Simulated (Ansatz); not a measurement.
MgO₂

Input

```
crystal:
  lattice:
    - [1.5838234698, 0.9144209066, 3.457370625]
    - [-1.5838234698, 0.9144209066, 3.457370625]
    - [0.0, -1.8288418132, 3.457370625]
  atoms:
    - { symbol: Mg, position: [0.0, 0.0, 0.0] }
    - { symbol: O, position: [0.4291433728, 0.4291433728, 0.4291433728] }
    - { symbol: O, position: [0.5708566272, 0.5708566272, 0.5708566272] }
basis:
  ecutwfc: 420
kpoints:
  mp_grid: { grid: [12, 12, 12] }
hamiltonian:
  xc: pbesol
scf:
  occupations: { method: gaussian, width: 0.05 }
output:
  forces: true
  stress: true
  eigenvalues: true
  write_density: true
  write_potential: true
  elf: true
  volumetric_format: npy
```

Run with:

```sh
ansatz run input.yaml --threads 1 --pin off --max-ram 2560MiB --backend cpu --events-out ev --progress --plain --runs-dir out
```

Below, planes, directions and counts refer to the conventional cell (a = 3.17 Å, b = 3.17 Å, c = 10.37 Å, α = 90.00°, β = 90.00°, γ = 120.00°).

Space group R-3m; a structure from a database of computed crystals, not necessarily the ambient phase.

The calculation used DFT PBEsol, scalar-relativistic, plane waves, PAW (Ansatz).

**What can the converged valence pseudo-density and electron localisation function tell about the bonding?**

O–O (1.47 Å): ρ at the midpoint is about 1.8 e/Å³; the ELF peaks at about 0.70 between the atoms.

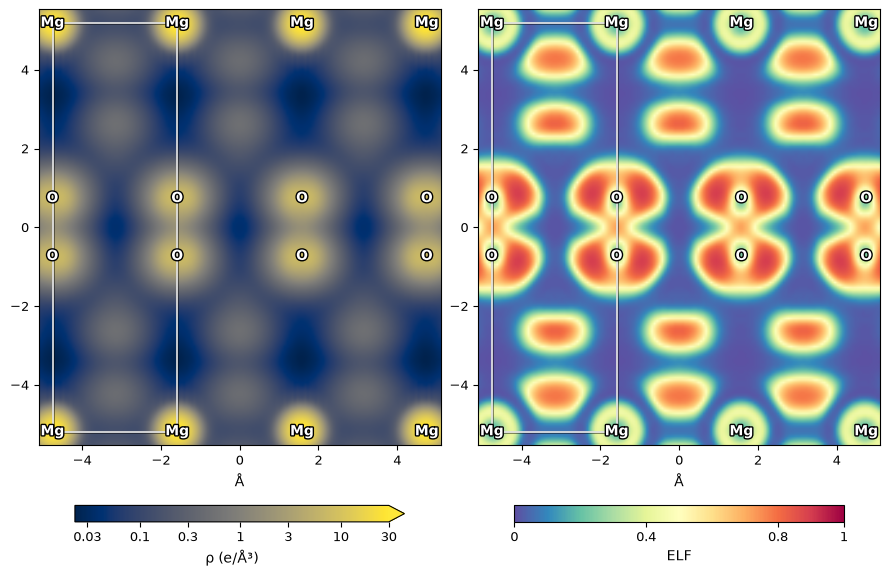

Computed valence pseudo-density and electron localisation function on the (010) plane of the conventional cell, in this order. Atoms just off the plane (Mg, 0.9 Å away and O, 0.9 Å away) can leave unmarked features too.

The density is the valence pseudo-density of a PAW calculation; it isn't the true density close to the nuclei.
